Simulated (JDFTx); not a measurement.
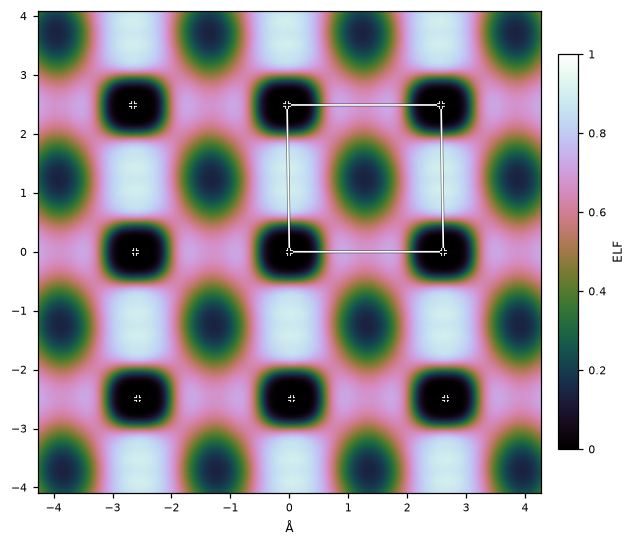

The ELF on a plane through atoms (crosses mark nuclei in the plane).

Computed with JDFTx, Kohn-Sham DFT of a periodic cell, PBEsol, PseudoDojo-SR-PBEsol-0.4.1-standard.

Candidates:
A. CuO, a = 4.68 Å, b = 3.42 Å, c = 5.13 Å, α = 90.00°, β = 99.54°, γ = 90.00°. Space group C2/c; not relaxed (largest force 0.4 eV/Å); computed pressure about −3 GPa in this cell.
B. PtS2, a = 3.61 Å, b = 3.61 Å, c = 5.14 Å, α = 90.00°, β = 90.00°, γ = 120.00°. Space group P-3m1; computed pressure about −2 GPa in this cell.
C. Si, a = 2.61 Å, b = 4.51 Å, c = 2.49 Å, α = 89.93°, β = 90.88°, γ = 90.00°. Space group C2/m; a structure from a database of computed crystals, not necessarily the ambient phase; changed on purpose from its base cell (cell strained at random at fixed volume).

Which candidate gave the map?

Answer. Candidate C: Si on the (010) plane of the conventional cell, which holds Si. Si–Si (2.49 Å): the ELF peaks at about 0.90 between the atoms: a covalent bond.
